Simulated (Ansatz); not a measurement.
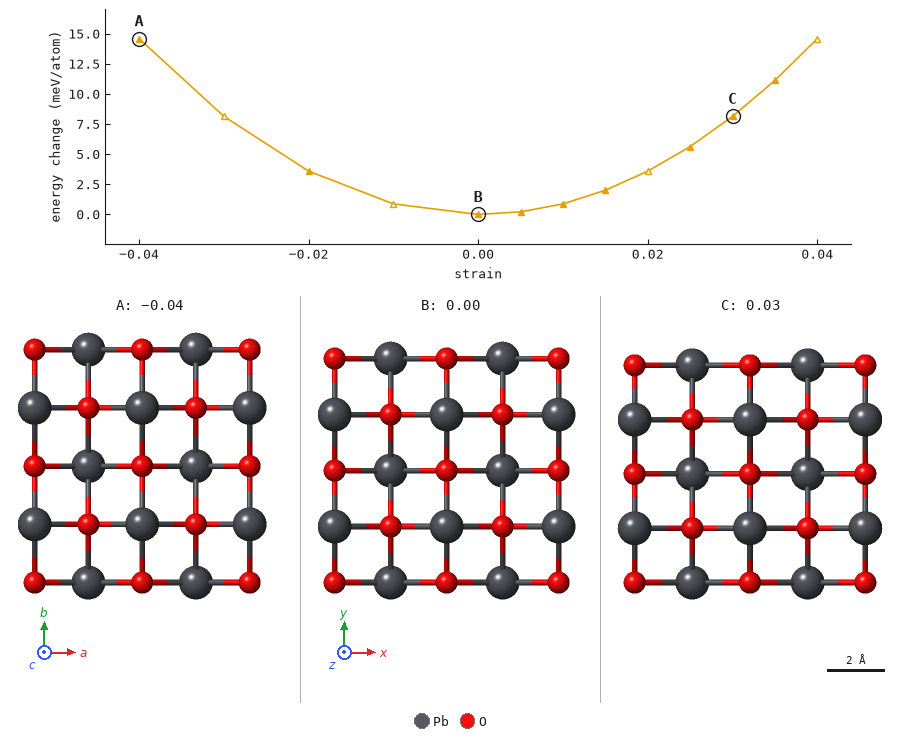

Energy scan for a crystal of PbO (P4/nmm), in which the cell is strained along x and oppositely along y, with the atoms kept at their fractional coordinates. x, y and z are the Cartesian axes of the input. The lettered frames are marked on the plot. Hollow markers are points alike by symmetry, not computed again. A ball-and-stick model of the cell of the calculation, repeated 2 × 2 × 2 with one cell outlined, seen along the c axis.

Level of theory: DFT PBEsol, scalar-relativistic, plane waves, PAW (Ansatz). (plane-wave cutoff 420 eV; k-point mesh 8 × 8 × 6; occupations gaussian; smearing width 0.05 eV; no spin polarisation). Energies (free energies at the smearing named) are counted from the cell as listed in its source, which wasn't relaxed.

> Read off the main features of the energy profile.

The lowest computed point lies at the strain 0.00 (0.0 meV/atom). At the ends of the scan the energy is 14.6 meV/atom (−0.04) and 14.6 meV/atom (0.04). The unrelaxed reference is under a pressure of 0.9 GPa. The distortion takes the space group from P4/nmm to Pmmn. At the strain −0.04 the cell of the drawing goes a 3.974 → 3.815 Å, b 3.974 → 4.133 Å.

Limits of the set-up: layers or molecules are held without a dispersion correction, so their spacing is unreliable.
